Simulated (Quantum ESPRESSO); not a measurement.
Ag: band-structure run (part 1 of 2)

Ag (1 atom in the cell), computed with Kohn-Sham DFT of a periodic cell, PBE, SG15 PBE 1.2, no spin polarisation (Quantum ESPRESSO 7.5).

The structure derives from an entry of the Crystallography Open Database.

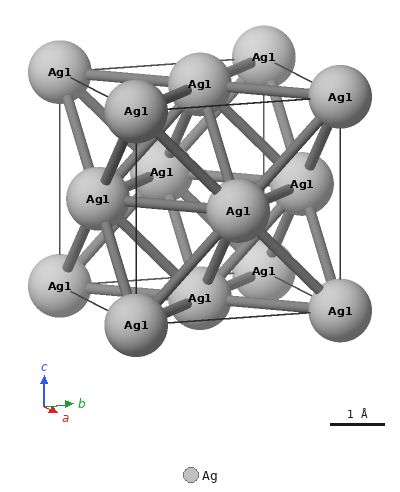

Figure 1. The structure as given in the input (ball-and-stick view of the cell 4 times as large as that of the calculation, set on its symmetry axes, seen slightly off an axis; atoms are numbered from 1 in the order of the input). An atom can appear more than once, as a periodic image.

## Input
```
&CONTROL
  calculation = 'scf'
  prefix = 'pwscf'
  outdir = './tmp'
  pseudo_dir = './pseudo'
  tprnfor = .true.
  tstress = .true.
  disk_io = 'low'
/
&SYSTEM
  ibrav = 0
  nat = 1
  ntyp = 1
  ecutwfc = 70
  nbnd = 16
  occupations = 'smearing'
  smearing = 'fd'
  degauss = 0.00367493
/
&ELECTRONS
  conv_thr = 2d-10
  electron_maxstep = 120
  mixing_beta = 0.5
/
ATOMIC_SPECIES
Ag   107.8682 Ag_ONCV_PBE-1.2.upf
CELL_PARAMETERS angstrom
   0.0000000000    2.0427500000    2.0427500000
   2.0427500000    0.0000000000    2.0427500000
   2.0427500000    2.0427500000    0.0000000000
ATOMIC_POSITIONS angstrom
Ag     0.0000000000    0.0000000000    0.0000000000
K_POINTS automatic
11 11 11 0 0 0
```

## File pp_density.in
```
&INPUTPP
  prefix = 'pwscf'
  outdir = './tmp'
  filplot = 'density.dat'
  plot_num = 0
/
&PLOT
  nfile = 1
  filepp(1) = 'density.dat'
  iflag = 3
  output_format = 6
  fileout = 'density.cube'
/
```

## File pp_potential.in
```
&INPUTPP
  prefix = 'pwscf'
  outdir = './tmp'
  filplot = 'potential.dat'
  plot_num = 11
/
&PLOT
  nfile = 1
  filepp(1) = 'potential.dat'
  iflag = 3
  output_format = 6
  fileout = 'potential.cube'
/
```

## File pp_elf.in
```
&INPUTPP
  prefix = 'pwscf'
  outdir = './tmp'
  filplot = 'elf.dat'
  plot_num = 8
/
&PLOT
  nfile = 1
  filepp(1) = 'elf.dat'
  iflag = 3
  output_format = 6
  fileout = 'elf.cube'
/
```

## File bands.in
```
&CONTROL
  calculation = 'bands'
  prefix = 'pwscf'
  outdir = './tmp'
  pseudo_dir = './pseudo'
  disk_io = 'low'
  verbosity = 'high'
/
&SYSTEM
  ibrav = 0
  nat = 1
  ntyp = 1
  ecutwfc = 70
  nbnd = 16
  occupations = 'smearing'
  smearing = 'fd'
  degauss = 0.00367493
/
&ELECTRONS
  conv_thr = 1d-08
  electron_maxstep = 120
  mixing_beta = 0.5
  diago_full_acc = .true.
  startingwfc = 'random'
/
ATOMIC_SPECIES
Ag   107.8682 Ag_ONCV_PBE-1.2.upf
CELL_PARAMETERS angstrom
   0.0000000000    2.0427500000    2.0427500000
   2.0427500000    0.0000000000    2.0427500000
   2.0427500000    2.0427500000    0.0000000000
ATOMIC_POSITIONS angstrom
Ag     0.0000000000    0.0000000000    0.0000000000
K_POINTS crystal
60
 0.0000000000  0.0000000000  0.0000000000 1
 0.0625000000  0.0000000000  0.0625000000 1
 0.1250000000  0.0000000000  0.1250000000 1
 0.1875000000  0.0000000000  0.1875000000 1
 0.2500000000  0.0000000000  0.2500000000 1
 0.3125000000  0.0000000000  0.3125000000 1
 0.3750000000  0.0000000000  0.3750000000 1
 0.4375000000  0.0000000000  0.4375000000 1
 0.5000000000  0.0000000000  0.5000000000 1
 0.5000000000  0.0625000000  0.5625000000 1
 0.5000000000  0.1250000000  0.6250000000 1
 0.5000000000  0.1875000000  0.6875000000 1
 0.5000000000  0.2500000000  0.7500000000 1
 0.4375000000  0.3125000000  0.7500000000 1
 0.3750000000  0.3750000000  0.7500000000 1
 0.3375000000  0.3375000000  0.6750000000 1
 0.3000000000  0.3000000000  0.6000000000 1
 0.2625000000  0.2625000000  0.5250000000 1
 0.2250000000  0.2250000000  0.4500000000 1
 0.1875000000  0.1875000000  0.3750000000 1
 0.1500000000  0.1500000000  0.3000000000 1
 0.1125000000  0.1125000000  0.2250000000 1
 0.0750000000  0.0750000000  0.1500000000 1
 0.0375000000  0.0375000000  0.0750000000 1
 0.0000000000  0.0000000000  0.0000000000 1
 0.0625000000  0.0625000000  0.0625000000 1
 0.1250000000  0.1250000000  0.1250000000 1
 0.1875000000  0.1875000000  0.1875000000 1
 0.2500000000  0.2500000000  0.2500000000 1
 0.3125000000  0.3125000000  0.3125000000 1
 0.3750000000  0.3750000000  0.3750000000 1
 0.4375000000  0.4375000000  0.4375000000 1
 0.5000000000  0.5000000000  0.5000000000 1
 0.5250000000  0.4500000000  0.5250000000 1
 0.5500000000  0.4000000000  0.5500000000 1
 0.5750000000  0.3500000000  0.5750000000 1
 0.6000000000  0.3000000000  0.6000000000 1
 0.6250000000  0.2500000000  0.6250000000 1
 0.5833333333  0.2500000000  0.6666666667 1
 0.5416666667  0.2500000000  0.7083333333 1
 0.5000000000  0.2500000000  0.7500000000 1
 0.5000000000  0.2857142857  0.7142857143 1
 0.5000000000  0.3214285714  0.6785714286 1
 0.5000000000  0.3571428571  0.6428571429 1
 0.5000000000  0.3928571429  0.6071428571 1
 0.5000000000  0.4285714286  0.5714285714 1
 0.5000000000  0.4642857143  0.5357142857 1
 0.5000000000  0.5000000000  0.5000000000 1
 0.4821428571  0.4821428571  0.5357142857 1
 0.4642857143  0.4642857143  0.5714285714 1
 0.4464285714  0.4464285714  0.6071428571 1
 0.4285714286  0.4285714286  0.6428571429 1
 0.4107142857  0.4107142857  0.6785714286 1
 0.3928571429  0.3928571429  0.7142857143 1
 0.3750000000  0.3750000000  0.7500000000 1
 0.6250000000  0.2500000000  0.6250000000 1
 0.5937500000  0.1875000000  0.5937500000 1
 0.5625000000  0.1250000000  0.5625000000 1
 0.5312500000  0.0625000000  0.5312500000 1
 0.5000000000  0.0000000000  0.5000000000 1
```

Run on 1 thread of Arm Neoverse V1, 24 GiB of memory available, shared host.

Launched with:
```bash
OMP_NUM_THREADS=1 pw.x -in pw.in > pw.out
OMP_NUM_THREADS=1 pp.x -in pp_density.in > pp_density.out
OMP_NUM_THREADS=1 pp.x -in pp_potential.in > pp_potential.out
OMP_NUM_THREADS=1 pp.x -in pp_elf.in > pp_elf.out
OMP_NUM_THREADS=1 pw.x -in bands.in > bands.out
```

## Log
```
This program is part of the open-source Quantum ESPRESSO suite
     for quantum simulation of materials; please cite
         "P. Giannozzi et al., J. Phys.:Condens. Matter 21 395502 (2009);
         "P. Giannozzi et al., J. Phys.:Condens. Matter 29 465901 (2017);
         "P. Giannozzi et al., J. Chem. Phys. 152 154105 (2020);
          URL
     in publications or presentations arising from this work. More details at

     Message from routine setup:
     using ibrav=0 with symmetry is DISCOURAGED, use correct ibrav instead

     G-vector sticks info
     --------------------
     sticks:   dense  smooth     PW     G-vecs:    dense   smooth      PW
     Sum         583     583    187                 9185     9185    1639

     Using Slab Decomposition

     bravais-lattice index     =            0
     lattice parameter (alat)  =       5.4592  a.u.
     unit-cell volume          =     115.0462 (a.u.)^3
     number of atoms/cell      =            1
     number of atomic types    =            1
     number of electrons       =        19.00
     number of Kohn-Sham states=           16
     kinetic-energy cutoff     =      70.0000  Ry
     charge density cutoff     =     280.0000  Ry
     scf convergence threshold =      2.0E-10
     mixing beta               =       0.5000
     number of iterations used =            8  plain     mixing
     Exchange-correlation= PBE
                           (   1   4   3   4   0   0   0)

     celldm(1)=   5.459201  celldm(2)=   0.000000  celldm(3)=   0.000000
     celldm(4)=   0.000000  celldm(5)=   0.000000  celldm(6)=   0.000000

     crystal axes: (cart. coord. in units of alat)
               a(1) = (   0.000000   0.707107   0.707107 )
               a(2) = (   0.707107   0.000000   0.707107 )
               a(3) = (   0.707107   0.707107   0.000000 )

     reciprocal axes: (cart. coord. in units 2 pi/alat)
               b(1) = ( -0.707107  0.707107  0.707107 )
               b(2) = (  0.707107 -0.707107  0.707107 )
               b(3) = (  0.707107  0.707107 -0.707107 )

     PseudoPot. # 1 for Ag read from file:
     Ag_ONCV_PBE-1.2.upf
     Pseudo is Norm-conserving, Zval = 19.0
     Generated using ONCVPSP code by D. R. Hamann
     Using radial grid of  602 points,  6 beta functions with:
                l(1) =   0
                l(2) =   0
                l(3) =   1
                l(4) =   1
                l(5) =   2
                l(6) =   2

     atomic species   valence    mass     pseudopotential
     Ag               19.00   107.86820     Ag( 1.00)

     48 Sym. Ops., with inversion, found

   Cartesian axes

     site n.     atom                  positions (alat units)
         1        Ag     tau(   1) = (   0.0000000   0.0000000   0.0000000  )

     number of k points=    56  Fermi-Dirac smearing, width (Ry)=  0.0037
                       cart. coord. in units 2pi/alat
        k(    1) = (   0.0000000   0.0000000   0.0000000), wk =   0.0015026
        k(    2) = (   0.0642824   0.0642824  -0.0642824), wk =   0.0120210
        k(    3) = (   0.1285649   0.1285649  -0.1285649), wk =   0.0120210
        k(    4) = (   0.1928473   0.1928473  -0.1928473), wk =   0.0120210
        k(    5) = (   0.2571297   0.2571297  -0.2571297), wk =   0.0120210
        k(    6) = (   0.3214122   0.3214122  -0.3214122), wk =   0.0120210
        k(    7) = (   0.1285649   0.0000000  -0.0000000), wk =   0.0090158
        k(    8) = (   0.1928473   0.0642824  -0.0642824), wk =   0.0360631
        k(    9) = (   0.2571297   0.1285649  -0.1285649), wk =   0.0360631
        k(   10) = (   0.3214122   0.1928473  -0.1928473), wk =   0.0360631
        k(   11) = (   0.3856946   0.2571297  -0.2571297), wk =   0.0360631
        k(   12) = (  -0.2571297  -0.3856946   0.3856946), wk =   0.0360631
        k(   13) = (  -0.1928473  -0.3214122   0.3214122), wk =   0.0360631
        k(   14) = (  -0.1285649  -0.2571297   0.2571297), wk =   0.0360631
        k(   15) = (  -0.0642824  -0.1928473   0.1928473), wk =   0.0360631
        k(   16) = (  -0.0000000  -0.1285649   0.1285649), wk =   0.0180316
        k(   17) = (   0.2571297   0.0000000  -0.0000000), wk =   0.0090158
        k(   18) = (   0.3214122   0.0642824  -0.0642824), wk =   0.0360631
        k(   19) = (   0.3856946   0.1285649  -0.1285649), wk =   0.0360631
        k(   20) = (   0.4499770   0.1928473  -0.1928473), wk =   0.0360631
        k(   21) = (  -0.1928473  -0.4499770   0.4499770), wk =   0.0360631
        k(   22) = (  -0.1285649  -0.3856946   0.3856946), wk =   0.0360631
        k(   23) = (  -0.0642824  -0.3214122   0.3214122), wk =   0.0360631
        k(   24) = (   0.0000000  -0.2571297   0.2571297), wk =   0.0180316
        k(   25) = (   0.3856946   0.0000000  -0.0000000), wk =   0.0090158
        k(   26) = (   0.4499770   0.0642824  -0.0642824), wk =   0.0360631
        k(   27) = (   0.5142595   0.1285649  -0.1285649), wk =   0.0360631
        k(   28) = (  -0.1285649  -0.5142595   0.5142595), wk =   0.0360631
        k(   29) = (  -0.0642824  -0.4499770   0.4499770), wk =   0.0360631
        k(   30) = (  -0.0000000  -0.3856946   0.3856946), wk =   0.0180316
        k(   31) = (   0.5142595   0.0000000  -0.0000000), wk =   0.0090158
        k(   32) = (   0.5785419   0.0642824  -0.0642824), wk =   0.0360631
        k(   33) = (  -0.0642824  -0.5785419   0.5785419), wk =   0.0360631
        k(   34) = (  -0.0000000  -0.5142595   0.5142595), wk =   0.0180316
        k(   35) = (   0.6428243  -0.0000000   0.0000000), wk =   0.0090158
        k(   36) = (  -0.0000000  -0.6428243   0.6428243), wk =   0.0180316
        k(   37) = (   0.2571297   0.1285649   0.0000000), wk =   0.0360631
        k(   38) = (   0.3214122   0.1928473  -0.0642824), wk =   0.0721262
        k(   39) = (   0.3856946   0.2571297  -0.1285649), wk =   0.0721262
        k(   40) = (  -0.2571297  -0.3856946   0.5142595), wk =   0.0721262
        k(   41) = (   0.3856946   0.1285649  -0.0000000), wk =   0.0360631
        k(   42) = (   0.4499770   0.1928473  -0.0642824), wk =   0.0721262
        k(   43) = (  -0.1928473  -0.4499770   0.5785419), wk =   0.0721262
        k(   44) = (  -0.1285649  -0.3856946   0.5142595), wk =   0.0721262
        k(   45) = (  -0.0642824  -0.3214122   0.4499770), wk =   0.0721262
        k(   46) = (   0.0000000  -0.2571297   0.3856946), wk =   0.0360631
        k(   47) = (   0.5142595   0.1285649   0.0000000), wk =   0.0360631
        k(   48) = (  -0.1285649  -0.5142595   0.6428243), wk =   0.0721262
        k(   49) = (  -0.0642824  -0.4499770   0.5785419), wk =   0.0721262
        k(   50) = (   0.0000000  -0.3856946   0.5142595), wk =   0.0360631
        k(   51) = (  -0.0642824  -0.5785419   0.7071068), wk =   0.0360631
        k(   52) = (  -0.0000000  -0.5142595   0.6428243), wk =   0.0360631
        k(   53) = (  -0.1928473  -0.4499770   0.7071068), wk =   0.0360631
        k(   54) = (  -0.1285649  -0.3856946   0.6428243), wk =   0.0721262
        k(   55) = (  -0.0642824  -0.4499770   0.7071068), wk =   0.0360631
        k(   56) = (   0.0000000  -0.3856946   0.6428243), wk =   0.0360631

     Dense  grid:     9185 G-vectors     FFT dimensions: (  30,  30,  30)

     Initial potential from superposition of free atoms

     starting charge      18.9609, renormalised to      19.0000
     Starting wfcs are random

     Self-consistent Calculation

     iteration #  1     ecut=    70.00 Ry     beta= 0.50
     Davidson diagonalization with overlap
     ethr =  1.00E-02,  avg # of iterations =  7.6

     Threshold (ethr) on eigenvalues was too large:
     Diagonalizing with lowered threshold

     Davidson diagonalization with overlap
     ethr =  5.88E-05,  avg # of iterations =  4.1

     total energy              =    -287.64021633 Ry
     estimated scf accuracy    <       0.01280531 Ry

     iteration #  2     ecut=    70.00 Ry     beta= 0.50
     Davidson diagonalization with overlap
     ethr =  6.74E-05,  avg # of iterations =  2.0

     total energy              =    -287.64259115 Ry
     estimated scf accuracy    <       0.00090734 Ry

     iteration #  3     ecut=    70.00 Ry     beta= 0.50
     Davidson diagonalization with overlap
     ethr =  4.78E-06,  avg # of iterations =  2.1

     total energy              =    -287.64267423 Ry
     estimated scf accuracy    <       0.00012205 Ry

     iteration #  4     ecut=    70.00 Ry     beta= 0.50
     Davidson diagonalization with overlap
     ethr =  6.42E-07,  avg # of iterations =  2.0

     total energy              =    -287.64269425 Ry
     estimated scf accuracy    <       0.00000093 Ry

     iteration #  5     ecut=    70.00 Ry     beta= 0.50
     Davidson diagonalization with overlap
     ethr =  4.92E-09,  avg # of iterations =  2.0

     total energy              =    -287.64269432 Ry
     estimated scf accuracy    <       0.00000049 Ry

     iteration #  6     ecut=    70.00 Ry     beta= 0.50
     Davidson diagonalization with overlap
     ethr =  2.56E-09,  avg # of iterations =  2.0

     total energy              =    -287.64269437 Ry
     estimated scf accuracy    <          1.0E-09 Ry

     iteration #  7     ecut=    70.00 Ry     beta= 0.50
     Davidson diagonalization with overlap
     ethr =  5.47E-12,  avg # of iterations =  2.5

     total energy              =    -287.64269436 Ry
     estimated scf accuracy    <          3.3E-09 Ry

     iteration #  8     ecut=    70.00 Ry     beta= 0.50
     Davidson diagonalization with overlap
     ethr =  5.47E-12,  avg # of iterations =  2.0

     End of self-consistent calculation

          k = 0.0000 0.0000 0.0000 (  1139 PWs)   bands (ev):

   -74.1368 -37.5015 -37.5015 -37.5015  10.2049  13.1471  13.1471  13.1471
    14.1811  14.1811  34.2550  37.7643  37.7643  37.7643  42.4315  43.2914

          k = 0.0643 0.0643-0.0643 (  1143 PWs)   bands (ev):

   -74.1354 -37.5145 -37.5035 -37.5035  10.4603  13.0926  13.2155  13.2155
    14.1572  14.1572  34.1645  35.9338  37.8260  37.8260  41.9933  43.0884

          k = 0.1286 0.1286-0.1286 (  1149 PWs)   bands (ev):

   -74.1318 -37.5492 -37.5087 -37.5087  11.1234  13.0606  13.3382  13.3382
    14.1669  14.1669  31.7643  35.0776  37.8610  37.8610  40.9257  42.2109

          k = 0.1928 0.1928-0.1928 (  1143 PWs)   bands (ev):

   -74.1270 -37.5945 -37.5156 -37.5156  11.6496  13.3303  13.3303  13.6525
    14.3786  14.3786  28.2486  34.6320  37.4906  37.4906  41.2007  41.2603

          k = 0.2571 0.2571-0.2571 (  1143 PWs)   bands (ev):

   -74.1226 -37.6359 -37.5219 -37.5219  11.6588  13.2206  13.2206  14.7097
    14.7097  15.2548  24.8503  33.9402  36.6828  36.6828  40.7731  40.7731

          k = 0.3214 0.3214-0.3214 (  1149 PWs)   bands (ev):

   -74.1200 -37.6605 -37.5257 -37.5257  11.5755  13.1374  13.1374  14.9418
    14.9418  17.1418  22.1060  33.4963  36.0610  36.0610  40.6841  40.6841

          k = 0.1286 0.0000-0.0000 (  1147 PWs)   bands (ev):

   -74.1350 -37.5141 -37.5065 -37.5065  10.5460  13.0143  13.2721  13.2721
    14.0524  14.2387  34.3388  36.6022  36.8297  36.8297  43.1557  43.1557

          k = 0.1928 0.0643-0.0643 (  1153 PWs)   bands (ev):

   -74.1321 -37.5399 -37.5126 -37.5103  11.0871  12.8870  13.4118  13.4170
    13.9863  14.3033  33.0574  34.9276  36.0208  37.7515  40.9339  43.1551

          k = 0.2571 0.1286-0.1286 (  1131 PWs)   bands (ev):

   -74.1277 -37.5807 -37.5199 -37.5165  11.7287  13.0103  13.3739  13.4733
    14.3463  14.4862  29.5931  34.5918  35.3516  38.0453  40.0622  42.7903

          k = 0.3214 0.1928-0.1928 (  1134 PWs)   bands (ev):

   -74.1232 -37.6223 -37.5261 -37.5245  11.8299  13.1903  13.3913  13.7360
    14.7740  15.4055  26.0966  33.9585  34.8729  36.5640  41.2400  42.2421

          k = 0.3857 0.2571-0.2571 (  1138 PWs)   bands (ev):

   -74.1199 -37.6515 -37.5315 -37.5292  11.7351  13.0659  13.2861  14.3204
    14.9689  17.1763  22.9941  33.3504  34.7952  35.2919  41.6205  41.7718

          k =-0.2571-0.3857 0.3857 (  1149 PWs)   bands (ev):

   -74.1191 -37.6593 -37.5354 -37.5282  11.7066  13.0422  13.2404  14.5492
    14.9308  18.1814  21.6872  32.9712  34.7078  35.3563  41.4114  41.6050

          k =-0.1928-0.3214 0.3214 (  1138 PWs)   bands (ev):
```
